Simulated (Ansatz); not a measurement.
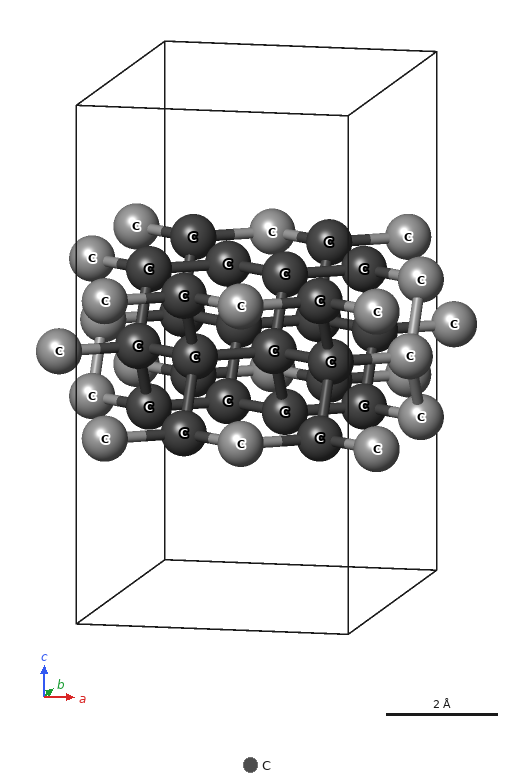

The structure as given in the input (ball-and-stick view of the 2 × 2 repeat of the cell, with the vacuum cut short, seen slightly off an axis; neighbours outside the cell are drawn fainter). Near neighbours in the crystal (not all of them lie inside the picture): C has 3 C at 1.55 Å; C has 4 C at 1.55 Å.

## Run report: C, geometry relaxation (part 1 of 2)

System: C (slab, 6 atoms in the cell).
Method: DFT, PBE, PAW with Ansatz's default frozen-core files, scalar-relativistic, no spin polarisation (Ansatz 0.2.0).

It belongs to a series of runs on one base structure; here: atoms relaxed, PAW files.

## Input
```yaml
crystal:
  lattice:
    - [2.5255274271, 0.0, 0.0]
    - [0.0, 3.5716351395, 0.0]
    - [0.0, 0.0, 18.5255]
  atoms:
    - { symbol: C, position: [0.75, 0.125, 0.4318364571] }
    - { symbol: C, position: [0.25, 0.875, 0.4318364571] }
    - { symbol: C, position: [0.25, 0.625, 0.5] }
    - { symbol: C, position: [0.75, 0.375, 0.5] }
    - { symbol: C, position: [0.75, 0.125, 0.5681635429] }
    - { symbol: C, position: [0.25, 0.875, 0.5681635429] }
kpoints:
  mp_grid: { grid: [12, 8, 1] }
scf:
  occupations: { method: fermi_dirac, width: 0.02 }
hamiltonian:
  xc: pbe
  pseudopotentials: { kind: paw }
output:
  forces: true
  stress: true
  eigenvalues: true
  write_density: true
  write_potential: true
  elf: true
  volumetric_format: npy
relax:
  f_tol: 0.01
  max_steps: 40
efield:
  axis: 3
  amplitude: 0
  dipole_correction: true
```

Hardware: 2 threads of Arm Neoverse V1, 24 GiB of memory available, shared host.

Launch command:
```bash
ansatz run input.yaml --threads 2 --pin off --max-ram 4096MiB --backend cpu --events-out ev --progress --plain --runs-dir out
```

## What the program printed
```
Warning: output.stress: scf.convergence.dr2_threshold = 1e-7 eV (the SCF's general default) is looser than the 6e-10 eV advised for a printed stress (1e-10 eV for each atom of the cell: 6). What an SCF threshold leaves in a stress goes as its square root, and in the free energy as the threshold itself, and one threshold admits the most on a small cell: of the crystals measured, under no hybrid functional and no lock of the moments, on runs that ended without the residual-converged pass, on stresses that held no estimate of that error, the worst erred by over 100 MPa in a component at 1e-7 eV an atom and by under 5 at 1e-10. Every solve of this run answers to scf.convergence.dr2_threshold, and the tensor of one is reported: a single SCF on the reported geometry and on this run's grids (its basis.xc_grid and basis.ecutrho_ratio typed), with scf.convergence.dr2_threshold at 6e-10 eV or tighter, prints it and tightens no other solve. Else set scf.convergence.dr2_threshold to 6e-10 eV or tighter. The threshold is an SCF's pass mark: one that does not reach it within its budget of iterations ends unconverged, or closes short of it on a stop that the run arms, and scf.convergence.dr2_threshold's page says what that costs each kind of run
Engine: ansatz 0.2.0, aarch64-unknown-linux-gnu
Pseudopotentials: kind: paw
Pseudopotential: C, paw, valence charge 4, recommended cutoff 420 eV (normal), C.paw.azcp
Functional definition: PBE
  parameter kappa = 0.804
  parameter beta = 0.06672455060314922
  exchange = pbe_x(kappa = kappa, mu = beta*pi^2/3)
  correlation = pbe_c(beta = beta)
Crystal: 6 atoms, lattice volume = 167.105 Å³
Basis set: ecut = 420 eV, 3259 PW (Γ), exchange–correlation on 36×48×250 points (8 copies of the dense FFT grid, shifted against one another)
Bands: 18, of which v1, the nominal top of the filled ones, is band 12 counted from 1 (11 counted from 0)
Symmetry: 4 space group operations
k-points: 35 of 96
Non-local potential: C, projectors of the file, l = 0: 2, l = 1: 2, l = 2: 1
PAW form: soft (Blöchl's): semilocal exchange-correlation on the pseudo side does not see the compensation charge
PAW one-centre angular grid: C, 110 points (default); XC on 64 Gauss nodes
Initial density: superposition of atomic densities (neutral atoms: chi_scale 0, normalization atom), corrected by the library's trained network
Initial wavefunctions: pseudopotential atomic-orbital guess
Functional: x = pbe(κ = 0.804, μ = 0.2195149727645171), c = pbe(β = 0.06672455060314922)
SCF iter   1: F=—  HF=-1497.951181 eV  |F-HF|=—  |Δ(HF+E_count)|=         —  Δρ=8.95e-3  dr2=2.96e-1  ethr=1.77e-3  p=-0.000 e·Å  D=-9.79e-15 V/Å  ΔV_dip=0.00 eV  dr2_dipole=3.11e-7  V_vac-E_F(+/−)=5.32/5.32 eV  ⟨swp⟩=9.4  Hψ=4396  notcnv=0  defer=3
efield: sawtooth ramp at fractional position 0.9500 (placed from the atoms, in the widest stretch of the axis that holds none; the zero of the levels goes with the place), width 0.1000; the density the first Hamiltonian is built on has a dipole p = -0.000 e·Å; the dipole correction subtracts the counter field D = -9.79e-15 V/Å, which shifts the + side's vacuum level by +0.00 eV against the − side's; the planar-averaged density in the ramp window peaks in size at 4.9e-5 e/Å³
preconditioner: auto → LDOS  [metal: Δε(μ)=0.024 eV  Ē_g=13.137 eV  σ=0.020 eV  W_gap=0.28  n_scr=20 (ndim 8)  ℏωp=14.1 eV  f_vac=0.673  D(μ)=4.54/eV (n_scr^D=26)  β→1.0]
SCF iter   2: F=—  HF=-1497.892183 eV  |F-HF|=—  |Δ(HF+E_count)|=   5.90e-2  Δρ=4.41e-3  dr2=3.34e-2  ethr=1.23e-3  p=-0.000 e·Å  D=-3.28e-6 V/Å  ΔV_dip=0.00 eV  dr2_dipole=1.61e-8  V_vac-E_F(+/−)=5.79/5.79 eV  ⟨swp⟩=3.3  Hψ=1338  notcnv=0  defer=40
SCF iter   3: F=—  HF=-1497.888007 eV  |F-HF|=—  |Δ(HF+E_count)|=   4.18e-3  Δρ=1.51e-3  dr2=1.11e-2  ethr=1.39e-4  p=0.000 e·Å  D=8.32e-7 V/Å  ΔV_dip=-0.00 eV  dr2_dipole=7.13e-9  V_vac-E_F(+/−)=5.87/5.87 eV  ⟨swp⟩=3.0  Hψ=1185  notcnv=0  defer=40
SCF iter   4: F=—  HF=-1497.885974 eV  |F-HF|=—  |Δ(HF+E_count)|=   2.03e-3  Δρ=2.83e-4  dr2=4.68e-4  ethr=4.63e-5  p=-0.000 e·Å  D=-5.52e-6 V/Å  ΔV_dip=0.00 eV  dr2_dipole=4.08e-9  V_vac-E_F(+/−)=5.96/5.96 eV  ⟨swp⟩=3.6  Hψ=1144  notcnv=0  defer=41
SCF iter   5: F=—  HF=-1497.885990 eV  |F-HF|=—  |Δ(HF+E_count)|=   1.58e-5  Δρ=4.87e-5  dr2=1.11e-5  ethr=1.95e-6  p=-0.000 e·Å  D=-1.41e-6 V/Å  ΔV_dip=0.00 eV  dr2_dipole=2.21e-10  V_vac-E_F(+/−)=5.99/5.99 eV  ⟨swp⟩=3.1  Hψ=1284  notcnv=0  defer=42
iter 6 did not close the SCF: its close was put off until two iterations running show no level that it waits for move by more than its bar (scf_convergence_deferred on its scf_iter line)
SCF iter   6: F=-1497.885992 eV  HF=-1497.885991 eV  |F-HF|=8.20e-8  |Δ(HF+E_count)|=   1.47e-6  Δρ=1.92e-5  dr2=8.23e-7  ethr=1.04e-8  p=-0.000 e·Å  D=-7.55e-7 V/Å  ΔV_dip=0.00 eV  dr2_dipole=1.42e-10  V_vac-E_F(+/−)=6.00/6.00 eV  ⟨swp⟩=22.1  Hψ=6893  notcnv=0
iter 7 did not close the SCF: its close was put off until two iterations running show no level that it waits for move by more than its bar (scf_convergence_deferred on its scf_iter line)
SCF iter   7: F=-1497.885992 eV  HF=-1497.885992 eV  |F-HF|=1.50e-7  |Δ(HF+E_count)|=   1.67e-7  Δρ=4.68e-6  dr2=3.51e-8  ethr=3.43e-9  p=0.000 e·Å  D=4.97e-7 V/Å  ΔV_dip=-0.00 eV  dr2_dipole=5.58e-11  V_vac-E_F(+/−)=6.00/6.00 eV  ⟨swp⟩=11.8  Hψ=5593  notcnv=0
SCF iter   8: F=-1497.885992 eV  HF=-1497.885992 eV  |F-HF|=8.81e-9  |Δ(HF+E_count)|=   1.52e-7  Δρ=7.93e-7  dr2=9.01e-10  ethr=1.46e-10  p=-0.000 e·Å  D=-2.25e-7 V/Å  ΔV_dip=0.00 eV  dr2_dipole=1.74e-11  V_vac-E_F(+/−)=6.00/6.00 eV  ⟨swp⟩=10.5  Hψ=4979  notcnv=0
SCF 1 converged in 8 iterations: F = -1497.885992 eV  dr2 = 9.01e-10
  greatest PAW one-centre occupation: 0.653 electrons in one spin orbital (limit 2), on the C atom at site 3 (counted from 0), in its partial waves of l = 0
relax step   1: F+E_penalty+E_count = -1497.88599175 eV  Δ(F+E_penalty+E_count) = +0.000e0 eV  max|allowed force component| = 4.490e0 eV/Å  Δτ_max = 0.0000 Å  (8 SCF iters, dr2 threshold 2.50e-6 eV, accepted)
Initial density: handed on by an earlier stage of this run
Initial wavefunctions: those handed on with the density
iter 1 solved again at ethr=9.41e-4 eV; its pass at ethr=3.10e-3 eV (dr2=2.26e-1 eV) is discarded
SCF iter   1: F=—  HF=-1498.984251 eV  |F-HF|=—  |Δ(HF+E_count)|=         —  Δρ=1.35e-2  dr2=2.32e-1  ethr=9.41e-4  p=-0.000 e·Å  D=-2.25e-7 V/Å  ΔV_dip=0.00 eV  dr2_dipole=2.36e-11  V_vac-E_F(+/−)=6.18/6.18 eV  ⟨swp⟩=1.2  Hψ=3805  notcnv=0  defer=38
efield: sawtooth ramp at fractional position 0.9500 (handed on by an earlier solve), width 0.1000; the density the first Hamiltonian is built on has a dipole p = -0.000 e·Å; the dipole correction subtracts the counter field D = -2.25e-7 V/Å, which shifts the + side's vacuum level by +0.00 eV against the − side's; the planar-averaged density in the ramp window peaks in size at 2.8e-7 e/Å³
preconditioner: auto → LDOS  [metal: Δε(μ)=0.018 eV  Ē_g=14.141 eV  σ=0.020 eV  W_gap=0.23  n_scr=20 (ndim 8)  ℏωp=14.1 eV  f_vac=0.680  D(μ)=2.82/eV (n_scr^D=10)  β→1.0]
SCF iter   2: F=—  HF=-1498.924147 eV  |F-HF|=—  |Δ(HF+E_count)|=   6.01e-2  Δρ=5.49e-3  dr2=5.05e-2  ethr=9.41e-4  p=0.000 e·Å  D=4.76e-7 V/Å  ΔV_dip=-0.00 eV  dr2_dipole=6.90e-10  V_vac-E_F(+/−)=5.92/5.92 eV  ⟨swp⟩=3.7  Hψ=1390  notcnv=0  defer=40
SCF iter   3: F=—  HF=-1498.915597 eV  |F-HF|=—  |Δ(HF+E_count)|=   8.55e-3  Δρ=7.15e-4  dr2=8.32e-4  ethr=2.10e-4  p=0.000 e·Å  D=1.99e-6 V/Å  ΔV_dip=-0.00 eV  dr2_dipole=1.77e-9  V_vac-E_F(+/−)=5.99/5.99 eV  ⟨swp⟩=3.2  Hψ=1363  notcnv=0  defer=45
SCF iter   4: F=—  HF=-1498.915863 eV  |F-HF|=—  |Δ(HF+E_count)|=   2.66e-4  Δρ=1.63e-4  dr2=3.22e-5  ethr=3.47e-6  p=-0.000 e·Å  D=-3.46e-6 V/Å  ΔV_dip=0.00 eV  dr2_dipole=5.27e-9  V_vac-E_F(+/−)=5.97/5.97 eV  ⟨swp⟩=3.5  Hψ=1498  notcnv=0  defer=45
SCF iter   5: F=-1498.915909 eV  HF=-1498.915905 eV  |F-HF|=3.82e-6  |Δ(HF+E_count)|=   4.18e-5  Δρ=3.16e-5  dr2=8.35e-7  ethr=1.34e-7  p=0.000 e·Å  D=5.12e-6 V/Å  ΔV_dip=-0.00 eV  dr2_dipole=1.13e-8  V_vac-E_F(+/−)=5.97/5.97 eV  ⟨swp⟩=22.3  Hψ=7296  notcnv=0
SCF 2 converged in 5 iterations: F = -1498.915909 eV  dr2 = 8.35e-7
  greatest PAW one-centre occupation: 0.659 electrons in one spin orbital (limit 2), on the C atom at site 5 (counted from 0), in its partial waves of l = 0
relax step   2: F+E_penalty+E_count = -1498.91590862 eV  Δ(F+E_penalty+E_count) = -1.030e0 eV  max|allowed force component| = 1.907e0 eV/Å  Δτ_max = 0.0963 Å  (5 SCF iters, dr2 threshold 1.00e-4 eV, accepted)
iter 1 solved again at ethr=4.01e-4 eV; its pass at ethr=3.10e-3 eV (dr2=9.63e-2 eV) is discarded
SCF iter   1: F=—  HF=-1499.167358 eV  |F-HF|=—  |Δ(HF+E_count)|=         —  Δρ=8.83e-3  dr2=9.74e-2  ethr=4.01e-4  p=0.000 e·Å  D=5.12e-6 V/Å  ΔV_dip=-0.00 eV  dr2_dipole=3.76e-9  V_vac-E_F(+/−)=5.96/5.96 eV  ⟨swp⟩=2.2  Hψ=3416  notcnv=0  defer=44
efield: sawtooth ramp at fractional position 0.9500 (handed on by an earlier solve), width 0.1000; the density the first Hamiltonian is built on has a dipole p = 0.000 e·Å; the dipole correction subtracts the counter field D = 5.12e-6 V/Å, which shifts the + side's vacuum level by -0.00 eV against the − side's; the planar-averaged density in the ramp window peaks in size at 9.7e-8 e/Å³
preconditioner: auto → LDOS  [insulator: Δε(μ)=0.095 eV  Ē_g=14.303 eV  σ=0.020 eV  W_gap=0.80  n_scr=20 (ndim 8)  ℏωp=14.1 eV  f_vac=0.683  D(μ)=1.08/eV (n_scr^D=6)  ε∞_Penn≈2.0  β→1.0]
SCF iter   2: F=—  HF=-1499.147444 eV  |F-HF|=—  |Δ(HF+E_count)|=   1.99e-2  Δρ=3.89e-3  dr2=4.04e-2  ethr=4.01e-4  p=-0.000 e·Å  D=-3.33e-6 V/Å  ΔV_dip=0.00 eV  dr2_dipole=2.06e-9  V_vac-E_F(+/−)=5.76/5.76 eV  ⟨swp⟩=4.3  Hψ=1544  notcnv=0  defer=44
SCF iter   3: F=—  HF=-1499.135987 eV  |F-HF|=—  |Δ(HF+E_count)|=   1.15e-2  Δρ=4.67e-4  dr2=2.81e-4  ethr=1.68e-4  p=0.000 e·Å  D=4.25e-7 V/Å  ΔV_dip=-0.00 eV  dr2_dipole=2.62e-13  V_vac-E_F(+/−)=5.88/5.88 eV  ⟨swp⟩=3.3  Hψ=1270  notcnv=0  defer=45
SCF iter   4: F=—  HF=-1499.136022 eV  |F-HF|=—  |Δ(HF+E_count)|=   3.56e-5  Δρ=1.31e-4  dr2=2.02e-5  ethr=4.17e-7  p=0.000 e·Å  D=9.21e-7 V/Å  ΔV_dip=-0.00 eV  dr2_dipole=1.87e-13  V_vac-E_F(+/−)=5.88/5.88 eV  ⟨swp⟩=20.9  Hψ=8077  notcnv=0
SCF iter   5: F=-1499.136035 eV  HF=-1499.136034 eV  |F-HF|=1.61e-6  |Δ(HF+E_count)|=   1.12e-5  Δρ=3.17e-5  dr2=1.82e-6  ethr=8.40e-8  p=0.000 e·Å  D=5.24e-7 V/Å  ΔV_dip=-0.00 eV  dr2_dipole=2.96e-11  V_vac-E_F(+/−)=5.88/5.88 eV  ⟨swp⟩=17.2  Hψ=6506  notcnv=0
SCF 3 converged in 5 iterations: F = -1499.136035 eV  dr2 = 1.82e-6
  greatest PAW one-centre occupation: 0.664 electrons in one spin orbital (limit 2), on the C atom at site 5 (counted from 0), in its partial waves of l = 0
relax step   3: F+E_penalty+E_count = -1499.13603512 eV  Δ(F+E_penalty+E_count) = -2.201e-1 eV  max|allowed force component| = 7.379e-2 eV/Å  Δτ_max = 0.0550 Å  (5 SCF iters, dr2 threshold 1.00e-4 eV, accepted)
SCF iter   1: F=—  HF=-1499.137698 eV  |F-HF|=—  |Δ(HF+E_count)|=         —  Δρ=1.55e-3  dr2=3.53e-3  ethr=9.52e-5  p=0.000 e·Å  D=5.24e-7 V/Å  ΔV_dip=-0.00 eV  dr2_dipole=1.88e-11  V_vac-E_F(+/−)=5.87/5.87 eV  ⟨swp⟩=3.1  Hψ=1840  notcnv=0  defer=45
efield: sawtooth ramp at fractional position 0.9500 (handed on by an earlier solve), width 0.1000; the density the first Hamiltonian is built on has a dipole p = 0.000 e·Å; the dipole correction subtracts the counter field D = 5.24e-7 V/Å, which shifts the + side's vacuum level by -0.00 eV against the − side's; the planar-averaged density in the ramp window peaks in size at 4.4e-7 e/Å³
preconditioner: auto → LDOS  [insulator: Δε(μ)=0.067 eV  Ē_g=14.255 eV  σ=0.020 eV  W_gap=0.65  n_scr=20 (ndim 8)  ℏωp=14.1 eV  f_vac=0.684  D(μ)=1.14/eV (n_scr^D=6)  ε∞_Penn≈2.0  β→1.0]
SCF iter   2: F=—  HF=-1499.137153 eV  |F-HF|=—  |Δ(HF+E_count)|=   5.45e-4  Δρ=7.15e-4  dr2=1.51e-3  ethr=1.47e-5  p=0.000 e·Å  D=1.94e-7 V/Å  ΔV_dip=-0.00 eV  dr2_dipole=4.09e-13  V_vac-E_F(+/−)=5.84/5.84 eV  ⟨swp⟩=3.7  Hψ=1774  notcnv=0  defer=44
SCF iter   3: F=—  HF=-1499.136756 eV  |F-HF|=—  |Δ(HF+E_count)|=   3.97e-4  Δρ=9.56e-5  dr2=8.23e-6  ethr=6.27e-6  p=-0.000 e·Å  D=-1.01e-8 V/Å  ΔV_dip=0.00 eV  dr2_dipole=4.93e-16  V_vac-E_F(+/−)=5.86/5.86 eV  ⟨swp⟩=2.9  Hψ=1134  notcnv=0  defer=44
SCF iter   4: F=—  HF=-1499.136723 eV  |F-HF|=—  |Δ(HF+E_count)|=   3.28e-5  Δρ=2.00e-5  dr2=6.87e-7  ethr=3.43e-8  p=0.000 e·Å  D=1.40e-7 V/Å  ΔV_dip=-0.00 eV  dr2_dipole=5.76e-13  V_vac-E_F(+/−)=5.86/5.86 eV  ⟨swp⟩=3.0  Hψ=1432  notcnv=0  defer=43
iter 5 did not close the SCF: its close was put off until two iterations running show no level that it waits for move by more than its bar (scf_convergence_deferred on its scf_iter line)
SCF iter   5: F=-1499.136723 eV  HF=-1499.136723 eV  |F-HF|=2.09e-7  |Δ(HF+E_count)|=   1.92e-7  Δρ=3.91e-6  dr2=1.72e-8  ethr=1.42e-9  p=0.000 e·Å  D=1.35e-7 V/Å  ΔV_dip=-0.00 eV  dr2_dipole=3.88e-13  V_vac-E_F(+/−)=5.86/5.86 eV  ⟨swp⟩=18.4  Hψ=6107  notcnv=0
iter 6 did not close the SCF: its close was put off until two iterations running show no level that it waits for move by more than its bar (scf_convergence_deferred on its scf_iter line)
SCF iter   6: F=-1499.136723 eV  HF=-1499.136723 eV  |F-HF|=2.65e-9  |Δ(HF+E_count)|=   2.11e-7  Δρ=6.91e-7  dr2=6.87e-10  ethr=7.16e-11  p=0.000 e·Å  D=1.26e-7 V/Å  ΔV_dip=-0.00 eV  dr2_dipole=4.20e-13  V_vac-E_F(+/−)=5.86/5.86 eV  ⟨swp⟩=10.9  Hψ=5008  notcnv=0
SCF iter   7: F=-1499.136723 eV  HF=-1499.136723 eV  |F-HF|=2.91e-10  |Δ(HF+E_count)|=   2.46e-9  Δρ=1.51e-7  dr2=2.89e-11  ethr=2.86e-12  p=0.000 e·Å  D=1.54e-7 V/Å  ΔV_dip=-0.00 eV  dr2_dipole=2.03e-13  V_vac-E_F(+/−)=5.86/5.86 eV  ⟨swp⟩=7.5  Hψ=4088  notcnv=0
SCF 4 converged in 7 iterations: F = -1499.136723 eV  dr2 = 2.89e-11
relax step   4: F+E_penalty+E_count = -1499.13672327 eV  Δ(F+E_penalty+E_count) = -6.881e-4 eV  max|allowed force component| = 4.989e-2 eV/Å  Δτ_max = 0.0088 Å  (7 SCF iters, dr2 threshold 3.40e-7 eV, accepted)
SCF iter   1: F=—  HF=-1499.137228 eV  |F-HF|=—  |Δ(HF+E_count)|=         —  Δρ=5.87e-4  dr2=5.23e-4  ethr=1.93e-5  p=0.000 e·Å  D=1.54e-7 V/Å  ΔV_dip=-0.00 eV  dr2_dipole=4.27e-13  V_vac-E_F(+/−)=5.87/5.87 eV  ⟨swp⟩=2.1  Hψ=1688  notcnv=0  defer=45
efield: sawtooth ramp at fractional position 0.9500 (handed on by an earlier solve), width 0.1000; the density the first Hamiltonian is built on has a dipole p = 0.000 e·Å; the dipole correction subtracts the counter field D = 1.54e-7 V/Å, which shifts the + side's vacuum level by -0.00 eV against the − side's; the planar-averaged density in the ramp window peaks in size at 1.8e-7 e/Å³
preconditioner: auto → LDOS  [insulator: Δε(μ)=0.054 eV  Ē_g=14.224 eV  σ=0.020 eV  W_gap=0.56  n_scr=20 (ndim 8)  ℏωp=14.1 eV  f_vac=0.683  D(μ)=1.23/eV (n_scr^D=6)  ε∞_Penn≈2.0  β→1.0]
SCF iter   2: F=—  HF=-1499.137131 eV  |F-HF|=—  |Δ(HF+E_count)|=   9.69e-5  Δρ=2.57e-4  dr2=1.83e-4  ethr=2.18e-6  p=0.000 e·Å  D=3.38e-8 V/Å  ΔV_dip=-0.00 eV  dr2_dipole=3.00e-13  V_vac-E_F(+/−)=5.87/5.87 eV  ⟨swp⟩=3.2  Hψ=1647  notcnv=0  defer=45
SCF iter   3: F=—  HF=-1499.137091 eV  |F-HF|=—  |Δ(HF+E_count)|=   4.04e-5  Δρ=3.95e-5  dr2=1.53e-6  ethr=7.61e-7  p=0.000 e·Å  D=1.85e-7 V/Å  ΔV_dip=-0.00 eV  dr2_dipole=1.79e-15  V_vac-E_F(+/−)=5.87/5.87 eV  ⟨swp⟩=2.3  Hψ=1067  notcnv=0  defer=45
SCF iter   4: F=—  HF=-1499.137052 eV  |F-HF|=—  |Δ(HF+E_count)|=   3.89e-5  Δρ=8.17e-6  dr2=1.16e-7  ethr=6.48e-10  p=0.000 e·Å  D=1.18e-7 V/Å  ΔV_dip=-0.00 eV  dr2_dipole=3.09e-14  V_vac-E_F(+/−)=5.87/5.87 eV  ⟨swp⟩=18.0  Hψ=6419  notcnv=0
iter 5 did not close the SCF: its close was put off until two iterations running show no level that it waits for move by more than its bar (scf_convergence_deferred on its scf_iter line)
SCF iter   5: F=-1499.137052 eV  HF=-1499.137052 eV  |F-HF|=5.54e-8  |Δ(HF+E_count)|=   6.79e-8  Δρ=1.25e-6  dr2=1.26e-9  ethr=4.82e-10  p=0.000 e·Å  D=1.15e-7 V/Å  ΔV_dip=-0.00 eV  dr2_dipole=3.79e-14  V_vac-E_F(+/−)=5.87/5.87 eV  ⟨swp⟩=10.9  Hψ=5167  notcnv=0
SCF iter   6: F=-1499.137052 eV  HF=-1499.137052 eV  |F-HF|=7.80e-10  |Δ(HF+E_count)|=   5.49e-8  Δρ=2.25e-7  dr2=5.83e-11  ethr=5.25e-12  p=0.000 e·Å  D=1.16e-7 V/Å  ΔV_dip=-0.00 eV  dr2_dipole=2.06e-14  V_vac-E_F(+/−)=5.87/5.87 eV  ⟨swp⟩=9.2  Hψ=4500  notcnv=0
SCF 5 converged in 6 iterations: F = -1499.137052 eV  dr2 = 5.83e-11
relax step   5: F+E_penalty+E_count = -1499.13705170 eV  Δ(F+E_penalty+E_count) = -3.284e-4 eV  max|allowed force component| = 2.671e-3 eV/Å  Δτ_max = 0.0032 Å  (6 SCF iters, dr2 threshold 1.56e-7 eV, accepted)
iter 1 solved again at ethr=1.00e-12 eV; its pass at ethr=3.10e-3 eV (dr2=1.74e-10 eV) is discarded
SCF iter   1: F=—  HF=-1499.137093 eV  |F-HF|=—  |Δ(HF+E_count)|=         —  Δρ=6.61e-7  dr2=1.86e-10  ethr=1.00e-12  p=0.000 e·Å  D=1.16e-7 V/Å  ΔV_dip=-0.00 eV  dr2_dipole=2.04e-14  V_vac-E_F(+/−)=5.87/5.87 eV  ⟨swp⟩=2.8  Hψ=2748  notcnv=0
efield: sawtooth ramp at fractional position 0.9500 (handed on by an earlier solve), width 0.1000; the density the first Hamiltonian is built on has a dipole p = 0.000 e·Å; the dipole correction subtracts the counter field D = 1.16e-7 V/Å, which shifts the + side's vacuum level by -0.00 eV against the − side's; the planar-averaged density in the ramp window peaks in size at 1.7e-7 e/Å³
preconditioner: auto → LDOS  [insulator: Δε(μ)=0.058 eV  Ē_g=14.227 eV  σ=0.020 eV  W_gap=0.59  n_scr=20 (ndim 8)  ℏωp=14.1 eV  f_vac=0.683  D(μ)=1.19/eV (n_scr^D=6)  ε∞_Penn≈2.0  β→1.0]
SCF iter   2: F=-1499.137052 eV  HF=-1499.137052 eV  |F-HF|=3.35e-10  |Δ(HF+E_count)|=   4.10e-5  Δρ=6.04e-7  dr2=1.60e-10  ethr=1.00e-12  p=0.000 e·Å  D=1.08e-7 V/Å  ΔV_dip=-0.00 eV  dr2_dipole=1.95e-14  V_vac-E_F(+/−)=5.87/5.87 eV  ⟨swp⟩=10.3  Hψ=4396  notcnv=0
SCF 6 converged in 2 iterations: F = -1499.137052 eV  dr2 = 1.60e-10
  greatest PAW one-centre occupation: 0.664 electrons in one spin orbital (limit 2), on the C atom at site 4 (counted from 0), in its partial waves of l = 0
relax step   6: F+E_penalty+E_count = -1499.13705170 eV  Δ(F+E_penalty+E_count) = +3.229e-11 eV  max|allowed force component| = 2.669e-3 eV/Å  Δτ_max = 0.0000 Å  (2 SCF iters, accepted)
```

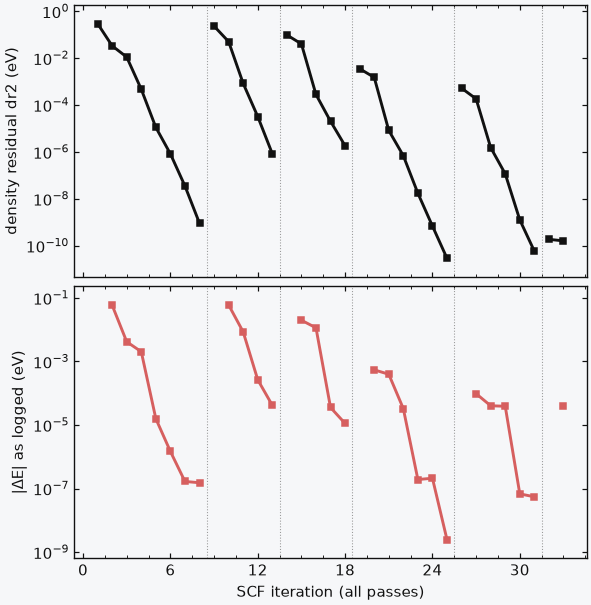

Convergence of the self-consistent field: density residual dr2 and size of the energy change against the SCF iteration. The dotted lines part the SCF passes of the relaxation: geometry steps, rejected trials and re-solves on a re-selected basis. The 6 passes take 2 to 8 iterations each, 33 in all.
